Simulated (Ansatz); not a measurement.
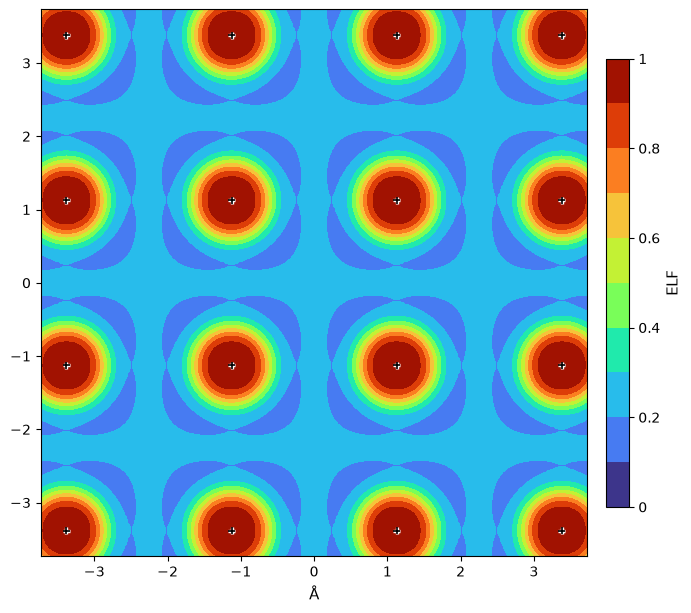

The electron localisation function on a plane through atoms (crosses mark nuclei in the plane).

The calculation used DFT, LDA (PW92), plane waves (420 eV) with PAW, scalar-relativistic (Ansatz 0.2.0).

Candidates:
A. Co, a = 2.25 Å, b = 2.25 Å, c = 2.25 Å, α = 90.00°, β = 90.00°, γ = 90.00°. Space group Pm-3m; set up as Co, simple cubic; a generated structure, not necessarily the stable one; changed on purpose from its base cell (volume × 1.04); computed pressure about −8 GPa in this cell; computed without spin polarisation.
B. Sn, a = 3.60 Å, b = 3.60 Å, c = 3.60 Å, α = 90.00°, β = 90.00°, γ = 90.00°. Space group Im-3m; set up as Sn, bcc; a generated structure, not necessarily the stable one; changed on purpose from its base cell (volume × 0.92); computed pressure about 6 GPa in this cell.
C. Fe, a = 2.27 Å, b = 2.27 Å, c = 2.27 Å, α = 90.00°, β = 90.00°, γ = 90.00°. Space group Pm-3m; set up as Fe, simple cubic; a generated structure, not necessarily the stable one; changed on purpose from its base cell (volume × 1.08); computed pressure about −16 GPa in this cell; computed without spin polarisation.

### Which system is this?

Candidate A: Co on the (100) plane of the conventional cell, which holds Co. Co–Co (2.25 Å): the ELF is about 0.20 at the midpoint; no localised pair shows between them.
